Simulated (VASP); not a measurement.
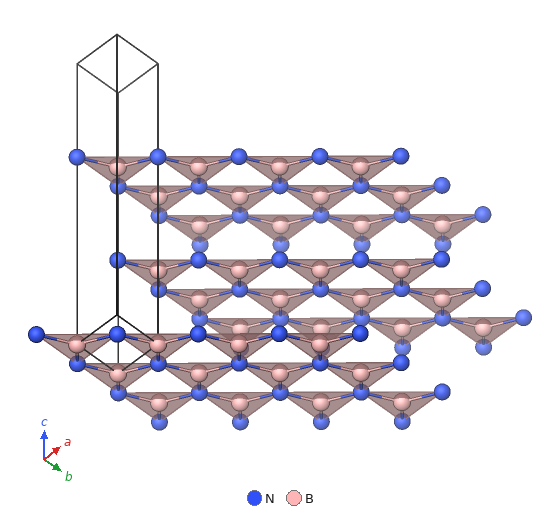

Polyhedra are drawn about B (bonds: B–N below 1.6 Å); other atoms are plain spheres.

System BN (space group R3m, No. 160); source of the atomic positions: the end point of a relaxation with VASP Kohn-Sham DFT of a periodic cell, PBEsol with D3, VASP PAW PBE potentials, recommended (VASP).

Sharing among the drawn polyhedra:

| site | polyhedron | corner-sharing neighbours | edge-sharing | face-sharing | bond (Å) |
| --- | --- | --- | --- | --- | --- |
| B | BN3 triangle | 6 | 0 | 0 | 1.44 |

They form layers of corner-sharing triangles parallel to (001).
